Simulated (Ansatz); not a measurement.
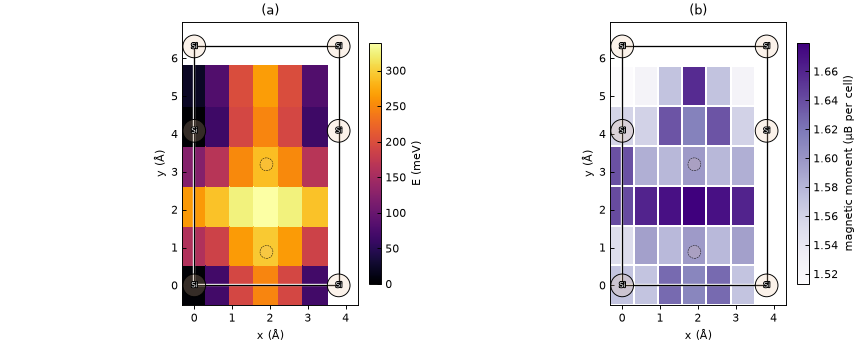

O on a Si(100) slab cut from the P6_3/mmc phase, its upper half relaxed before the scan (8 atoms of substrate and one adsorbate in a 1 × 1 cell). O is moved over the surface cell at a fixed height above a rigid substrate; the origin of the map has the adsorbate above Si7; the height is held at 3.00 Å. Places are given modulo a cell vector. The map is drawn in real space over the plane of the surface. The grid has 6 × 6 points; 24 points were computed and 12 follow by symmetry. All energies are given in meV relative to the lowest grid point. With one adsorbate in each 1 × 1 cell, its nearest image is 3.8 Å away, so neighbouring adsorbates interact. At a fixed height the lowest place need not be the adsorption site. Computed with DFT PBE+D3(BJ), scalar-relativistic, plane waves, PAW in Ansatz 0.2.0. Settings: cutoff 420 eV, k-mesh 7×4×1, gaussian smearing 0.05 eV, spin-polarised.

Panel (a) is the energy and panel (b) the computed magnetic moment on the same grid.

Drawn: one coloured cell a grid point, labelled circles for the atoms of the top layer and small ones for the second layer, the outline of one cell of the plane.

How does the magnetic moment vary over the map, and what is it at the lowest grid point?

Answer. It runs from 1.51 μB per cell at (0/6, 5/6) of the cell vectors [nearest 2 Si at 3.20 Å] to 1.68 μB per cell at (3/6, 2/6) of the cell vectors. At the lowest grid point, (0/6, 4/6) of the cell vectors [nearest 1 Si at 3.00 Å], it is 1.56 μB per cell.

PAW datasets: the set soft_1.
